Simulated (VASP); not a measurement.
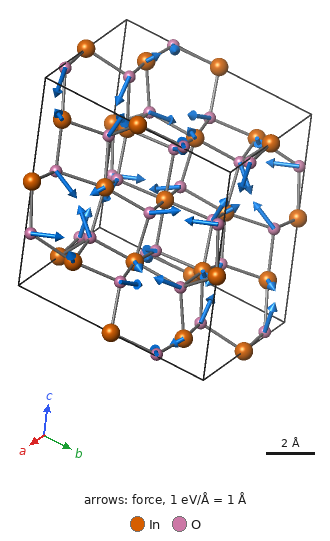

Starting geometry of solid In$_{2}$O$_{3}$ (set up in Ia-3) with the computed forces as blue arrows. A ball-and-stick model of the cell of the calculation, seen slightly off an axis.

The run lets cell and atoms move.

Method: VASP, Kohn-Sham DFT of a periodic cell, PBE with D3(BJ), VASP PAW PBE potentials, recommended.

The input:
```
PREC = Accurate ; ENCUT = 600
EDIFF = 1E-6 ; ISMEAR = 0
SIGMA = 0.03 ; LREAL = Auto
LASPH = True ; NELM = 80
ALGO = Normal ; ISIF = 3
LWAVE = False ; LCHARG = False
GGA = PE ; IVDW = 12
IBRION = 2 ; NSW = 90
EDIFFG = -0.01 ; KPAR = 8
```

Run as
```bash
cat potpaw_PBE.64/In_d/POTCAR potpaw_PBE.64/O/POTCAR > POTCAR
mpirun -np 8 vasp_std > vasp.out
```

> Is this structure relaxed? If not, where do the atoms go?

It isn't relaxed: the largest force vector, on O atoms, is 1.46 eV/Å. The final displacements follow the starting forces only in part (cosine between the two patterns 0.82). The largest moves relative to the cell, 0.11 Å, are those of O atoms. Largest moves by element: O 0.11 Å, In 0.04 Å. The drawn cell changes as follows: a = b = c 8.781 → 8.866 Å (+1.0 %); the volume changes by +2.9 %. Near-neighbour distances that change, for instance: In–O 2.171 → 2.247 Å, In–O 2.155 → 2.222 Å, In–O 2.192 → 2.152 Å, In–O 2.178 → 2.201 Å. Bond angles that change, for instance: O–In–O 132.8° → 139.1°, O–In–O 92.1° → 87.5°, In–O–In 121.1° → 125.7°. The space group stays Ia-3 (No. 206). The energy falls by 52.3 meV per atom in 16 geometry steps. Largest force component: 1.1 eV/Å at the start, 0.0063 eV/Å at the end. The pressure goes from 7.16 to −0.09 GPa.
